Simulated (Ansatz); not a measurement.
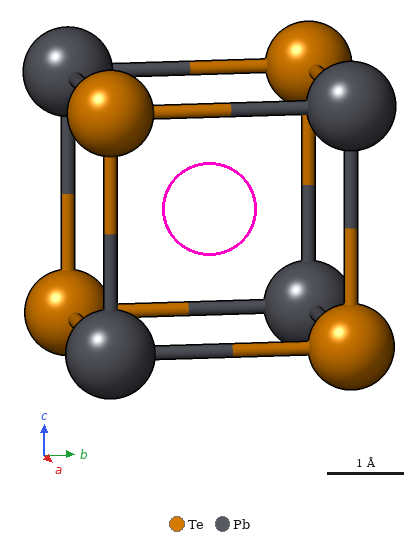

Perfect TePb. Style: ball-and-stick. Shown: the atoms within 3.8 Å of one point, slightly off an axis.

These are results of DFT, PBEsol, PAW, plane waves in Ansatz 0.2.0, not measurements. Set-up: plane-wave cutoff 420 eV; k-point mesh 1 × 1 × 1; mesh shifted by (0.25, 0.25, 0.25); collinear spin. Fermi-Dirac smearing of 0.01 eV. A uniform background neutralises the charged cell. The axes drawn are those of the host's conventional cell.

An extra lead atom is put between the host's atoms (an interstitial) at the ringed place, in charge state +1. The supercell has 64 sites, and the atoms are relaxed at the host's cell.

> Predict the relaxed surroundings of the defect.

The Pb atom starts with 4 Te at 2.79 Å, 4 Pb at 2.79 Å around its place and ends with 4 Te at 3.00 to 3.24 Å, 4 Pb at 3.06 to 3.25 Å. Of the host's atoms, a lead atom moves furthest from its site, by 0.58 Å. The Pb atom itself moves 0.29 Å from where it was put. The cell's net moment is 0.97 μB.

The relaxed defect, seen from the same direction:

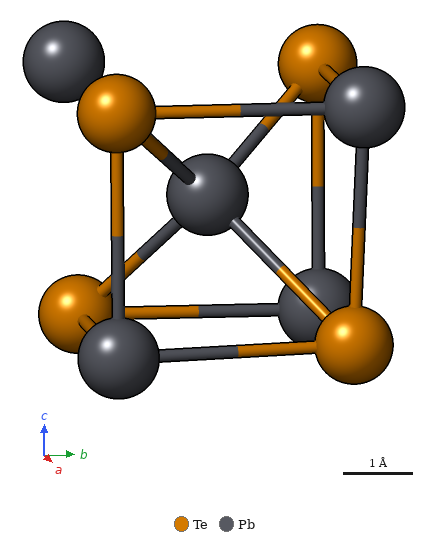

Limits of the set-up: the cell is charged, on a uniform background, and energies carry no finite-size correction.
